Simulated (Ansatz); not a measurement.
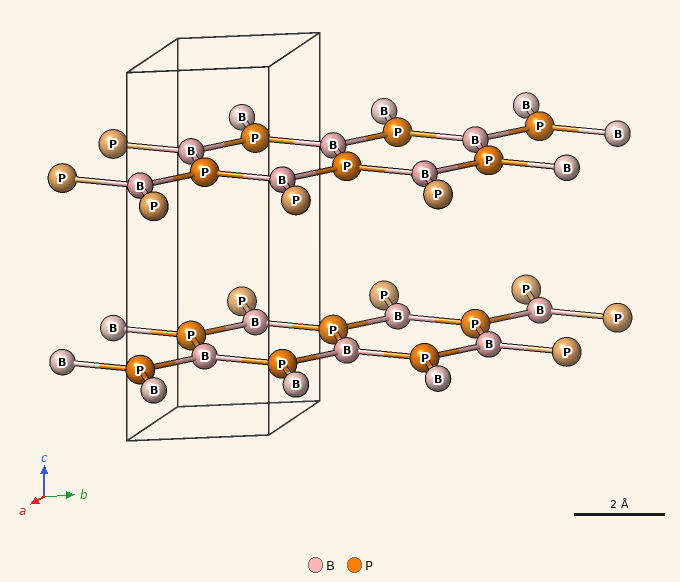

Fig. 1: The input geometry (ball-and-stick view of the cell of the calculation, repeated 2 × 3 × 1, seen slightly off an axis; neighbours outside the cell are drawn fainter). Near neighbours in the crystal (not all of them lie inside the picture): B has 3 P at 1.85 Å; P has 3 B at 1.85 Å.

## Run report: BP, Wannier-function calculation

- system: BP (4 atoms in the cell)
- method: DFT, PBE, plane waves, PAW, no spin polarisation (Ansatz 0.2.0)

The structure was built on a prototype by a generator. The geometry comes from this level: r2SCAN. It belongs to a series of runs on one base structure; here: one more shell.

The input
```yaml
crystal:
  lattice:
    - [3.2039354154, 0.0, 0.0]
    - [-1.6019677077, 2.7746894618, 0.0]
    - [0.0, 0.0, 8.466623591]
  atoms:
    - { symbol: B, position: [0.3333333333, 0.6666666667, 0.25] }
    - { symbol: B, position: [0.6666666667, 0.3333333333, 0.75] }
    - { symbol: P, position: [0.6666666667, 0.3333333333, 0.25] }
    - { symbol: P, position: [0.3333333333, 0.6666666667, 0.75] }
kpoints:
  mp_grid: { grid: [9, 9, 2] }
  band_path:
    path:
      - [[0.0, 0.0, 0.0], [0.5, 2.940260532947e-17, -2.863514705717e-33], [0.3333333333333, 0.3333333333333, -1.928019668741e-33], [0.0, 0.0, 0.0], [-1.354695547579e-50, 2.291784084569e-50, 0.5], [0.5, 2.940260532947e-17, 0.5], [0.3333333333333, 0.3333333333333, 0.5], [-1.354695547579e-50, 2.291784084569e-50, 0.5]]
      - [[0.5, 2.940260532947e-17, 0.5], [0.5, 2.940260532947e-17, -2.863514705717e-33]]
      - [[0.3333333333333, 0.3333333333333, 0.5], [0.3333333333333, 0.3333333333333, -1.928019668741e-33]]
    npoints: 10
hamiltonian:
  xc: pbe
scf:
  occupations: { method: fixed }
  n_extra_bands: 6
output:
  forces: false
  stress: false
  eigenvalues: true
  wannier:
    kmesh: [6, 6, 2]
    projections: [{ species: P, l: p, shell: 3 }]
    minimise: true
    write_hr: true
    conv_tol: 1.0e-08
    max_iter: 1000
  write_density: true
  write_potential: true
  elf: true
  volumetric_format: npy
```

File wannier.win
```
! ansatz wannier90 interface
! projections by site (counted from 0) and shell: 2 3P, 3 3P
! states of the run's bands (counted from 1): 3-8
! their least projectability: 0.4743
num_bands = 6
num_wann  = 6
num_iter  = 2000
conv_tol = 1e-8
conv_window = 5
guiding_centres = true
write_hr = true

begin unit_cell_cart
Ang
        3.203935415387848                      0.0                      0.0
       -1.601967707693924        2.774689461810524                      0.0
                      0.0                      0.0              8.466623591
end unit_cell_cart

begin atoms_frac
B         0.3333333333333333       0.6666666666666666                     0.25
B         0.6666666666666666       0.3333333333333333                     0.75
P         0.6666666666666666       0.3333333333333333                     0.25
P         0.3333333333333333       0.6666666666666666                     0.75
end atoms_frac

mp_grid = 6 6 2
```

Machine: 4 threads of Arm Neoverse N1, 60 GiB of memory available, shared host.

Command:
```bash
ansatz run input.yaml --threads 4 --pin off --max-ram 3686MiB --backend cpu --events-out ev --progress --plain --runs-dir out
```

Log
```
scf.n_extra_bands = 6 over 8 filled bands (N_el = 16.0): the run solves 14 bands
Engine: ansatz 0.2.0, aarch64-unknown-linux-gnu
Pseudopotentials: kind: paw
Pseudopotential: B, paw, valence charge 3, recommended cutoff 420 eV (normal), B.paw.azcp
Pseudopotential: P, paw, valence charge 5, recommended cutoff 420 eV (normal), P.paw.azcp
Functional definition: PBE
  parameter kappa = 0.804
  parameter beta = 0.06672455060314922
  exchange = pbe_x(kappa = kappa, mu = beta*pi^2/3)
  correlation = pbe_c(beta = beta)
Crystal: 4 atoms, lattice volume = 75.268 Å³
Basis set: ecut = 420 eV, 1481 PW (Γ)
Bands: 14, of which v1, the nominal top of the filled ones, is band 8 counted from 1 (7 counted from 0)
Symmetry: 24 space group operations
Space group: P63/mmc (ITA 194), of the structure as read, at distance tolerance 4.2e-5 Å
k-points: 24 of 162
Non-local potential: B, projectors of the file, l = 0: 2, l = 1: 2, l = 2: 1
Non-local potential: P, projectors of the file, l = 0: 2, l = 1: 2, l = 2: 2
PAW form: soft (Blöchl's): semilocal exchange-correlation on the pseudo side does not see the compensation charge
PAW one-centre angular grid: B, 110 points (default); XC on 64 Gauss nodes
PAW one-centre angular grid: P, 110 points (default); XC on 64 Gauss nodes
Initial density: superposition of atomic densities (neutral atoms: chi_scale 0, normalization atom), corrected by the library's trained network
Initial wavefunctions: pseudopotential atomic-orbital guess
Functional: x = pbe(κ = 0.804, μ = 0.2195149727645171), c = pbe(β = 0.06672455060314922)
SCF iter   1: F=—  HF=-1823.351015 eV  |F-HF|=—  |Δ(HF+E_count)|=         —  Δρ=2.36e-3  dr2=3.94e-3  ethr=1.77e-3  ⟨swp⟩=5.5  Hψ=1941  notcnv=0  defer=78
preconditioner: auto → none  [insulator: Δε(μ)=0.828 eV  Ē_g=10.843 eV  n_scr=4 (ndim 8)  ℏωp=17.1 eV  f_vac=0.037  ε∞_Penn≈3.5]
SCF iter   2: F=—  HF=-1823.350977 eV  |F-HF|=—  |Δ(HF+E_count)|=   3.80e-5  Δρ=7.78e-4  dr2=2.13e-4  ethr=2.46e-5  ⟨swp⟩=2.8  Hψ=789  notcnv=0  defer=94
SCF iter   3: F=—  HF=-1823.351246 eV  |F-HF|=—  |Δ(HF+E_count)|=   2.70e-4  Δρ=4.08e-4  dr2=5.24e-5  ethr=1.33e-6  ⟨swp⟩=2.7  Hψ=512  notcnv=0  defer=94
SCF iter   4: F=—  HF=-1823.351359 eV  |F-HF|=—  |Δ(HF+E_count)|=   1.13e-4  Δρ=4.72e-5  dr2=2.37e-6  ethr=3.27e-7  ⟨swp⟩=2.1  Hψ=494  notcnv=0  defer=92
iter 5 did not close the SCF: its close was put off for the readings that it lacked (scf_convergence_deferred on its scf_iter line)
SCF iter   5: F=-1823.351359 eV  HF=-1823.351359 eV  |F-HF|=3.27e-8  |Δ(HF+E_count)|=   5.16e-7  Δρ=6.43e-6  dr2=2.67e-8  ethr=1.48e-8  ⟨swp⟩=2.8  Hψ=499  notcnv=0  defer=91
SCF iter   6: F=-1823.351359 eV  HF=-1823.351359 eV  |F-HF|=4.68e-9  |Δ(HF+E_count)|=   4.38e-8  Δρ=2.64e-6  dr2=7.05e-9  ethr=1.67e-10  ⟨swp⟩=8.4  Hψ=2210  notcnv=0
SCF 1 converged in 6 iterations: F = -1823.351359 eV  dr2 = 7.05e-9
  greatest PAW one-centre occupation: 0.776 electrons in one spin orbital (limit 2), on the P atom at site 3 (counted from 0), in its partial waves of l = 0
NSCF: frozen V_eff on 93 k-points
NSCF: frozen V_eff on 18 k-points
the Wannier pass solved 18 of the 72 points of its mesh, and has the states at the others by symmetry: states obtained by the crystal's operations at points that were solved too leave a residual of 1.87e-13 eV (read by the count's bands and the next), within 8.33e-6 eV
SCF converged after 6 iterations
Free energy (F): -1823.351359 eV
Harris-Foulkes:  -1823.351359 eV  (|F-HF|=4.68e-9)
Internal energy: -1823.351359 eV  (E = F + TS)
E sigma→0 (E₀):  -1823.351359 eV
Fermi energy:    3.626404 eV
--- Per-component energies (eV) ---
  E_band       = -38.326806
  E_kinetic    = 237.769582
  E_local      = -405.652473  (includes V_loc(G=0)·N_el)
  E_nonlocal   = 92.046863
  E_hartree    = 127.241550
  E_xc         = -186.352937
  E_vxc        = -196.290687  (∫ρ·V_xc dr)
  E_paw        = -1296.227738  (= ΣΔE_a)
  E_vpaw       = -20.682743  (= ΣTr[D̂ρ^β])
  E_aug_tail   = 0.000001  (compensation charges beyond the density's cutoff)
  E_ewald      = -392.176207
  E_smearing   = -0.000000  (= −TS)
  E_closure    = 0.000000  (closes the sum)
  Σ components = -1823.351359   (vs F -1823.351359, Δ=0.00e0)
--- Band table (eV; the first three rows and the last of 24) ---
  k-point 0: bands = ["-10.1473", "-10.0219", "-1.1012", "0.0978", "1.9714", "1.9714", "2.0005", "2.0005", "7.0278", "8.2829", "8.2829", "8.3501", "8.3501", "9.1581"]
  k-point 1: bands = ["-10.0858", "-10.0858", "-0.5662", "-0.5662", "1.9859", "1.9859", "1.9859", "1.9859", "8.3162", "8.3162", "8.3162", "8.3162", "8.6368", "8.6368"]
  k-point 2: bands = ["-9.9582", "-9.8343", "-0.8924", "0.2965", "1.0585", "1.1023", "1.6234", "1.6560", "7.2234", "7.9590", "8.0506", "9.0313", "9.0951", "10.0574"]
  k-point 23: bands = ["-6.6267", "-6.6267", "-4.2910", "-4.2910", "-2.6588", "-2.6588", "3.6264", "3.6264", "4.4921", "4.4921", "9.8717", "9.8717", "11.0741", "11.0741"]
Wannier search: line search 1 of at most 1000: gauge-dependent spread (as the search counts it) 1.8948036 Å², largest recent change 4.8e-1 Å² and fall left 4.1e-3 Å² against conv_tol 1.0e-8 Å², 0 stops escaped
```

File rho_z.tsv
```
# z_ang	rho[e/angstrom^3]
# format = ansatz-planar-average/11
# lattice	3.203935415	0.000000000	0.000000000
# lattice	-1.601967708	2.774689462	0.000000000
# lattice	0.000000000	0.000000000	8.466623591
# sites	4
# site	5	0.000000000	1.849792975	2.116655898
# site	5	1.601967708	0.924896487	6.349967693
# site	15	1.601967708	0.924896487	2.116655898
# site	15	0.000000000	1.849792975	6.349967693
0.000000	1.300099e-2
0.141110	1.415071e-2
0.282221	1.782116e-2
0.423331	2.465862e-2
0.564442	3.578661e-2
0.705552	5.285849e-2
0.846662	7.816230e-2
0.987773	1.145041e-1
1.128883	1.647399e-1
1.269994	2.300856e-1
1.411104	3.072563e-1
1.552214	3.866113e-1
1.693325	4.549245e-1
1.834435	5.028363e-1
1.975546	5.291191e-1
2.116656	5.372105e-1
2.257766	5.291191e-1
2.398877	5.028363e-1
2.539987	4.549245e-1
2.681097	3.866113e-1
2.822208	3.072563e-1
2.963318	2.300856e-1
3.104429	1.647399e-1
3.245539	1.145041e-1
3.386649	7.816230e-2
3.527760	5.285849e-2
3.668870	3.578661e-2
3.809981	2.465862e-2
3.951091	1.782116e-2
4.092201	1.415071e-2
4.233312	1.300099e-2
4.374422	1.415071e-2
4.515533	1.782116e-2
4.656643	2.465862e-2
4.797753	3.578661e-2
4.938864	5.285849e-2
5.079974	7.816230e-2
5.221085	1.145041e-1
5.362195	1.647399e-1
5.503305	2.300856e-1
5.644416	3.072563e-1
5.785526	3.866113e-1
5.926637	4.549245e-1
6.067747	5.028363e-1
6.208857	5.291191e-1
6.349968	5.372105e-1
6.491078	5.291191e-1
6.632188	5.028363e-1
6.773299	4.549245e-1
6.914409	3.866113e-1
7.055520	3.072563e-1
7.196630	2.300856e-1
7.337740	1.647399e-1
7.478851	1.145041e-1
7.619961	7.816230e-2
7.761072	5.285849e-2
7.902182	3.578661e-2
8.043292	2.465862e-2
8.184403	1.782116e-2
8.325513	1.415071e-2
```

File v_z.tsv
```
# z_ang	v_es[eV]	v_tot[eV]
# format = ansatz-planar-average/11
# xc	pbe
# density_cutoff_ev	1680
# datasets	B=:simpson_from_first_knot:soft	P=:simpson_from_first_knot:soft
# lattice	3.203935415	0.000000000	0.000000000
# lattice	-1.601967708	2.774689462	0.000000000
# lattice	0.000000000	0.000000000	8.466623591
# sites	4
# site	5	0.000000000	1.849792975	2.116655898
# site	5	1.601967708	0.924896487	6.349967693
# site	15	1.601967708	0.924896487	2.116655898
# site	15	0.000000000	1.849792975	6.349967693
0.000000	8.515192e0	4.813650e0
0.141110	8.491658e0	5.139364e0
0.282221	8.415921e0	4.721101e0
0.423331	8.275511e0	3.774924e0
0.564442	8.044463e0	2.934137e0
0.705552	7.683234e0	1.783259e0
0.846662	7.128533e0	3.884723e-1
0.987773	6.289309e0	-1.416393e0
1.128883	5.038858e0	-3.659096e0
1.269994	3.191294e0	-6.529783e0
1.411104	3.285176e-1	-1.033221e1
1.552214	-3.803387e0	-1.530631e1
1.693325	-8.611812e0	-2.086072e1
1.834435	-1.294591e1	-2.592872e1
1.975546	-1.584576e1	-2.936755e1
2.116656	-1.685021e1	-3.057017e1
2.257766	-1.584576e1	-2.936755e1
2.398877	-1.294591e1	-2.592872e1
2.539987	-8.611812e0	-2.086072e1
2.681097	-3.803387e0	-1.530631e1
2.822208	3.285176e-1	-1.033221e1
2.963318	3.191294e0	-6.529783e0
3.104429	5.038858e0	-3.659096e0
3.245539	6.289309e0	-1.416393e0
3.386649	7.128533e0	3.884723e-1
3.527760	7.683234e0	1.783259e0
3.668870	8.044463e0	2.934137e0
3.809981	8.275511e0	3.774924e0
3.951091	8.415921e0	4.721101e0
4.092201	8.491658e0	5.139364e0
4.233312	8.515192e0	4.813650e0
4.374422	8.491658e0	5.139364e0
4.515533	8.415921e0	4.721101e0
4.656643	8.275511e0	3.774924e0
4.797753	8.044463e0	2.934137e0
4.938864	7.683234e0	1.783259e0
5.079974	7.128533e0	3.884723e-1
5.221085	6.289309e0	-1.416393e0
5.362195	5.038858e0	-3.659096e0
5.503305	3.191294e0	-6.529783e0
5.644416	3.285176e-1	-1.033221e1
5.785526	-3.803387e0	-1.530631e1
5.926637	-8.611812e0	-2.086072e1
6.067747	-1.294591e1	-2.592872e1
6.208857	-1.584576e1	-2.936755e1
6.349968	-1.685021e1	-3.057017e1
6.491078	-1.584576e1	-2.936755e1
6.632188	-1.294591e1	-2.592872e1
6.773299	-8.611812e0	-2.086072e1
6.914409	-3.803387e0	-1.530631e1
7.055520	3.285176e-1	-1.033221e1
7.196630	3.191294e0	-6.529783e0
7.337740	5.038858e0	-3.659096e0
7.478851	6.289309e0	-1.416393e0
7.619961	7.128533e0	3.884723e-1
7.761072	7.683234e0	1.783259e0
7.902182	8.044463e0	2.934137e0
8.043292	8.275511e0	3.774924e0
8.184403	8.415921e0	4.721101e0
8.325513	8.491658e0	5.139364e0
```

File wannier.spreads.toml
```
omega_i_ang2 = 13.654797500681774
omega_d_ang2 = 0.8357428465932548
omega_od_ang2 = 1.0476049327460104
omega_total_ang2 = 15.53814528002104
least_projectability = 0.4743081044178199
b_vectors_match_mmn = true
n_iter = 9
converged = true
rejected_fitted_steps = 0

[[wannier]]
r = [1.6019677077266716, 0.5186076493873366, 2.1166558977518184]
spread = 2.2844828477917476

[[wannier]]
r = [0.00000000006926785094011018, 2.2560818125577504, 6.349967693243895]
spread = 2.284482847983746

[[wannier]]
r = [1.601967707724518, 1.3143193251656398, 2.116655897746253]
spread = 2.291209788702284

[[wannier]]
r = [-0.00000000004081878089113363, 1.4603701368017037, 6.3499676932940705]
spread = 2.2912097888030587

[[wannier]]
r = [1.6019677076704173, 0.924894192754353, 2.116655897674848]
spread = 3.1933800033533695

[[wannier]]
r = [-0.00000000001847934168569095, 1.849795268951728, 6.349967692894981]
spread = 3.1933800033868778

[[curvature_check]]
after_line_search = 9
omega_tilde_before_ang2 = 1.8833477793392652
krylov_steps = 35
lowest_ritz_value_ang2 = 0.006290423671562091
residual_ang2 = 3.711839980486303e-11
settled = true
outcome = "no-negative-curvature"
```

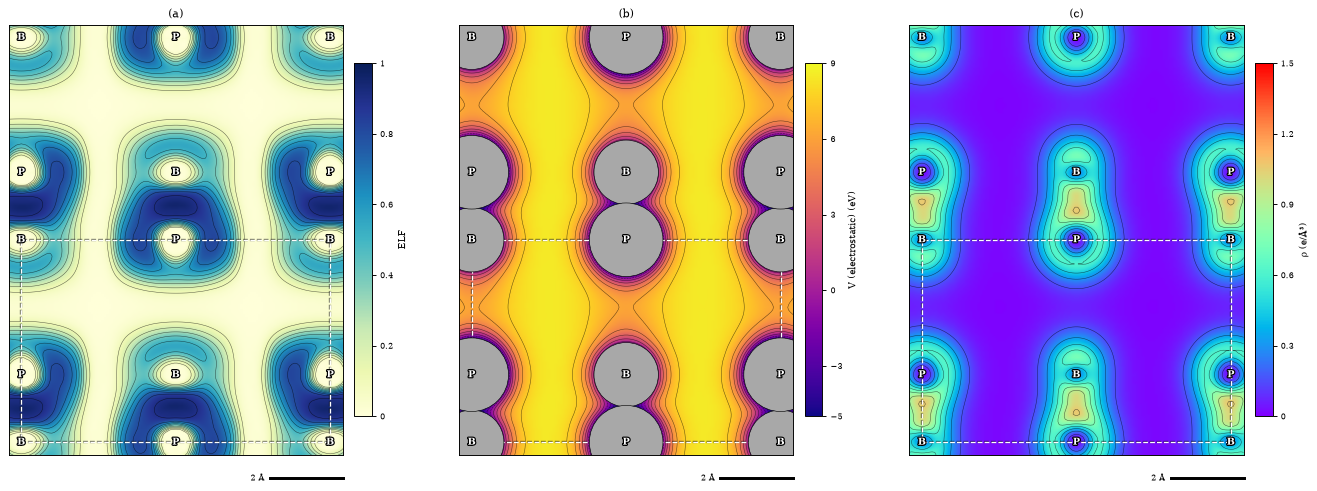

Fig. 2: (a) ELF; (b) electrostatic potential (local pseudopotential plus Hartree) felt by an electron; (c) valence electron density on the (110) plane of the conventional cell. Grey discs, where drawn, cover atomic cores. The plane passes through B and P nuclei. B–P (1.85 Å): ρ at the midpoint is about 1 e/Å³; the ELF peaks at about 0.95 between the atoms (a covalent bond). Away from the nuclei the density in this plane falls to 0.006 e/Å³ at its lowest. Outside the cores the potential energy rises away from the atoms and is highest about 2.2 Å from the nearest atoms; outside the discs it spans about 13 eV, and its zero is arbitrary. The fields are those of the smooth PAW valence density.

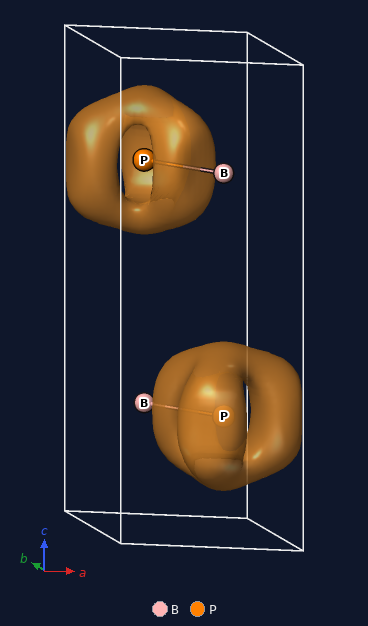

Fig. 3: Isosurface of the electron localisation function at 0.75 (orange), seen slightly off an axis. Core shells and regions of very low density are left out. Sticks mark near contacts. The outline is the cell set on symmetry axes. Profiles from the grid: B–P (1.85 Å): the ELF peaks at about 0.95 between the atoms, which marks localised, shared-pair bonding.

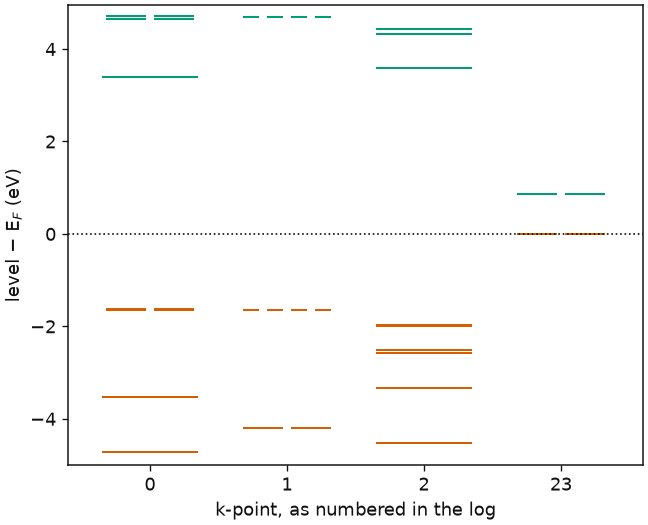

Fig. 4: Kohn–Sham levels near the Fermi level (dotted) at the few k-points that the log prints; levels within 0.02 eV of each other stand side by side. Among these points the highest filled and lowest empty levels are 0.87 eV apart, which is the gap on the mesh.

Results in brief

```csv
quantity,value
outcome,converged
space group (tolerance 0.01 Å),P6₃/mmc (194)
electrons treated,16
free energy,−1823.3514 eV
total spread of the Wannier functions,15.538 Å²
Fermi energy,3.626 eV
gap on the k-point mesh,0.87 eV
wall time,2.8 s (CPU time 8.6 s)
peak memory,0.38 GiB
```

Notes

Settings chosen away from the usual ones: one more shell.
